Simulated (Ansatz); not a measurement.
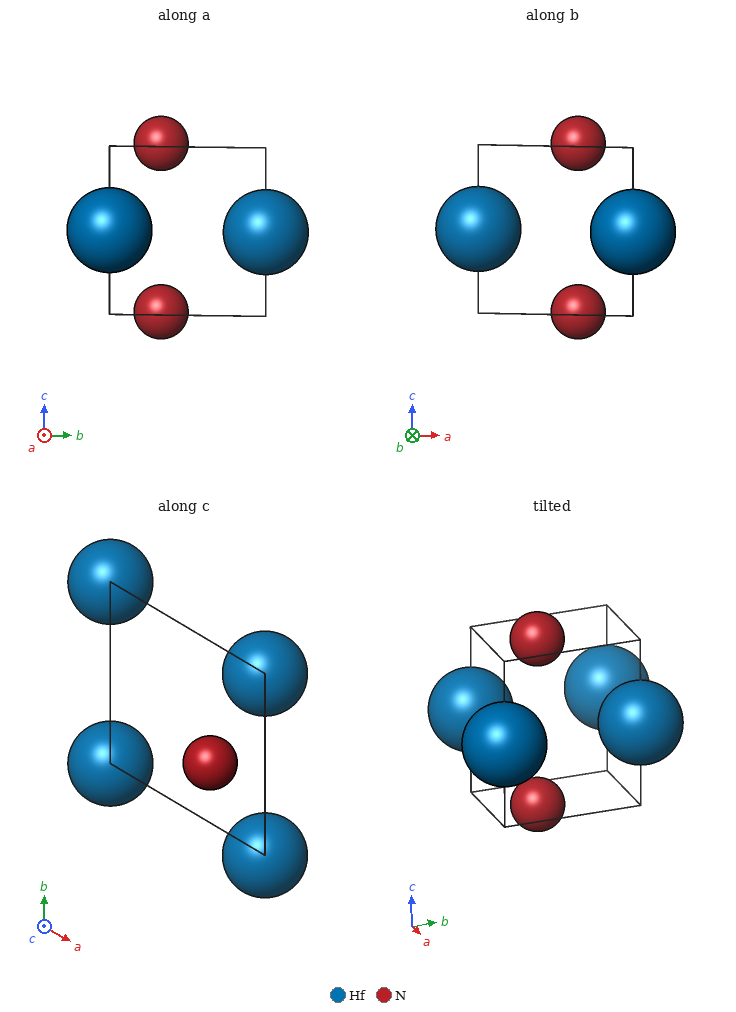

Spheres-only model, viewed along the a axis, along the b axis, along the c axis and slightly off an axis. The wireframe shows the unit cell.

Lattice parameters: a = 3.0953 Å, b = 3.1296 Å, c = 2.9002 Å, α = 90.197°, β = 90.839°, γ = 120.687°.

Record the structure as a CIF in P1 with every atom of the cell, with free fractional coordinates to two decimals.

Answer.
```cif
data_structure
_symmetry_space_group_name_H-M 'P 1'
_symmetry_Int_Tables_number 1
_cell_length_a 3.0953
_cell_length_b 3.1296
_cell_length_c 2.9002
_cell_angle_alpha 90.197
_cell_angle_beta 90.839
_cell_angle_gamma 120.687
_cell_volume 24.16
loop_
_atom_site_label
_atom_site_type_symbol
_atom_site_fract_x
_atom_site_fract_y
_atom_site_fract_z
_atom_site_occupancy
Hf1 Hf 0.00 0.00 0.50 1
N1 N 0.65 0.33 0.02 1
```

The cell started as a structure type filled with these elements by a generator (whether the compound takes this form wasn't checked). The cell was then strained or its atoms displaced on purpose. Ansatz was used for an electronic-structure calculation on it.

At this level of theory the run's own cell isn't at rest (forces up to 0.7 eV/Å), so its distances can differ from those at equilibrium, the more so the softer the solid.
